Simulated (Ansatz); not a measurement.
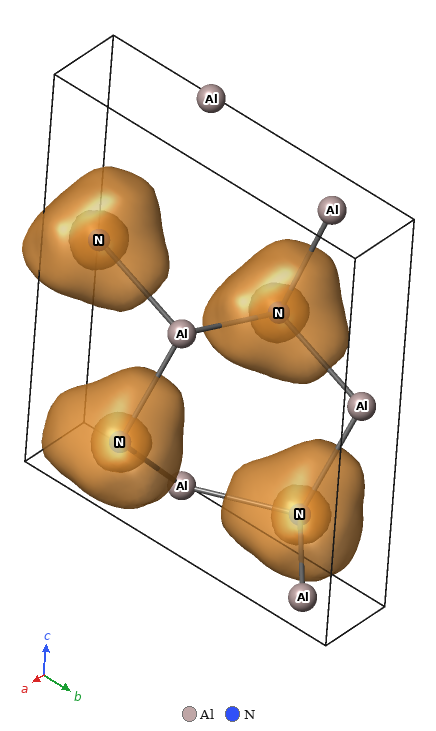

*AlN. Isosurface of the ELF at 0.7 (orange), seen slightly off an axis. Core shells and regions of very low density are left out. Sticks mark near contacts.*

Space group P2₁; not relaxed (largest force 0.7 eV/Å).

The calculation used DFT PBEsol, scalar-relativistic, plane waves, PAW (Ansatz 0.2.0).

In a PAW calculation such maps are meaningful between the atoms, not at the nuclei.

Identify the bonds, lone pairs and shells in this picture.

Answer. The surface consists of four regions on N in which the atom's valence shell and bonds are merged, counted in one cell of 8 atoms. Regions shared between cells count once. Along the contacts the grid gives the following. Al–N (1.88 Å): the ELF peaks at about 0.90 in the valence shell of N, 0.8 Å from its nucleus, and is about 0.85 at the midpoint.

Does the calculation make it a metal, or give it a gap?

Answer. It is gapped, with a Kohn–Sham gap of 3.9 eV on the k-point mesh, an upper bound to the gap of this method.
